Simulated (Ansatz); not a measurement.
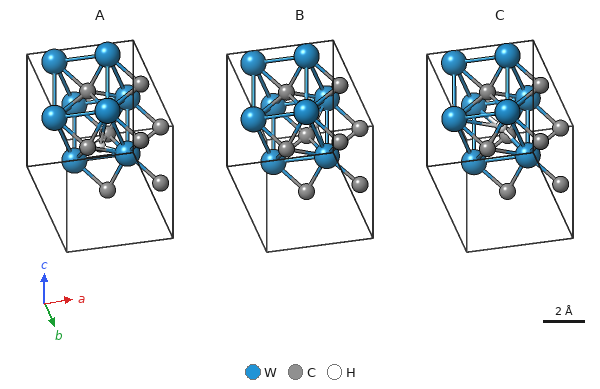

3 geometries from one relaxation of a defect cell of composition HW8C8, in shuffled order. The picture is a ball-and-stick view of the cell of the calculation (origin shifted), seen from a free direction.

Case: H interstitial, charge +0, atoms relaxed.

Theory: DFT PBEsol, scalar-relativistic, plane waves, PAW in Ansatz. Settings: plane-wave cutoff 420 eV; k-point mesh 4 × 5 × 5; occupations gaussian; smearing width 0.1 eV; mesh shifted by (0.5, 0, 0); no spin polarisation; atoms relaxed in a fixed cell; force threshold 0.02 eV/Å; at most 60 steps.

**Put them in the order of the run, from the start to the converged end.**

A, C, B. They are steps 0, 6, 14, at +2.594 eV per cell of the calculation, +0.513 eV per cell of the calculation relative to the last. The largest move is that of the H atom, 1.48 Å along [2 −1 1]. Largest moves by element: H 1.48 Å, W 0.13 Å, C 0.11 Å. The cell doesn't change. Near-neighbour distances that change, for instance: H–W 1.562 → 3.047 Å, H–W 2.820 → 1.742 Å, H–W 2.785 → 1.742 Å, C–H 1.447 → 2.047 Å. New bonds form: H–W (2.78 → 1.74 Å). Bonds break: H–W (1.56 → 3.05 Å). After 13 accepted moves (14 points after the start) the energy has fallen by 2.594 eV per cell of the calculation. The largest force component goes from 7.3 to 0.00046 eV/Å. 1 step only repeated the SCF at the same geometry.

Limits of the set-up: the periodic images lie only 5.7 Å apart, so the values are limited by the cell's size.
